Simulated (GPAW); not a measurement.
# BN (P6_3/mmc): refractive index against wavelength

The refractive index of BN (P6_3/mmc) along x below the direct gap (4.41 eV on the mesh) is read from one computed spectrum, n = √(Re ε). x, y and z are the Cartesian axes of the input cell.

The structure is hexagonal, space group P6_3/mmc (No. 194). The conventional cell has a = 2.498 Å, b = 2.498 Å, c = 6.636 Å, α = 90.00°, β = 90.00°, γ = 120.00°. N on site d is surrounded by 3 B at 1.44 Å. B on site c is surrounded by 3 N at 1.44 Å.

Method: GPAW 26.7.0, LDA, RPA, k-mesh 18×18×6, local fields up to 50 eV, Lorentzian half width 0.1 eV.

Launch of the response step: `OMP_NUM_THREADS=1 python df.py`. The run took 66 s, its band step included, on 1 thread of Arm Neoverse V2 (shared host).

```tsv
wavelength (nm)	photon energy E (eV)	n
1064	1.165	2.2395
850	1.459	2.2554
700	1.771	2.2775
633	1.959	2.2937
532	2.331	2.3336
450	2.755	2.3956
405	3.061	?
```

In the single-oscillator model n² − 1 = E₀E_d/(E₀² − E²), so 1/(n² − 1) = E₀/E_d − E²/(E₀E_d) is linear in E².

Working, on the rows shown:

| x = E² (eV²) | y = 1/(n² − 1) |
| --- | --- |
| 1.35784 | 0.249044 |
| 2.12762 | 0.244688 |
| 3.13716 | 0.238834 |
| 3.83641 | 0.234683 |
| 5.43137 | 0.224937 |
| 7.59115 | 0.211019 |

Means: x̄ = 3.9136, ȳ = 0.23387. Σ(x − x̄)(y − ȳ) = -0.1596, Σ(x − x̄)² = 26.16. Slope = -0.1596 / 26.16 = -0.006102; intercept = ȳ − slope · x̄ = 0.25775. Turned back into n, the line misses the rows shown by at most 0.0019.

Q: Predict the last column of the withheld row from the fit.

A: At x = 9.3718 the line gives y = 0.20056, that is 2.4466. The run gave 2.4559, so the extrapolation is off by 0.0093, 4 % of the range in the table.

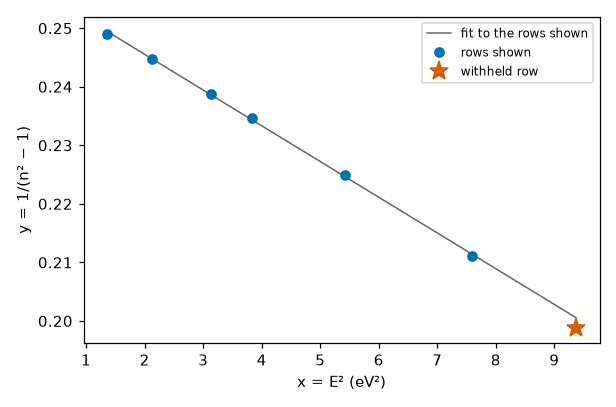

Refitted with all rows, the slope is -0.006266 and the intercept 0.25826. These give E₀ = √(intercept/−slope) = 6.42 eV and E_d = E₀/intercept = 24.9 eV; E₀ is 1.5 times the direct gap. The electronic limit at long wavelengths, without lattice vibrations, is n = √(1 + 1/intercept) = 2.207. The cell comes from an older database entry, whose edges can be off by a per cent or so. Excitons are left out; LDA gaps are as a rule too small. The values come from a sum over the points of one k-mesh and carry its error, which grows as the direct gap shrinks.

[Logs are printed without paths, hosts, clocks, repeated set-up lines and the standing remarks that a program may print on its own settings, such as how far it seeks lower states.]
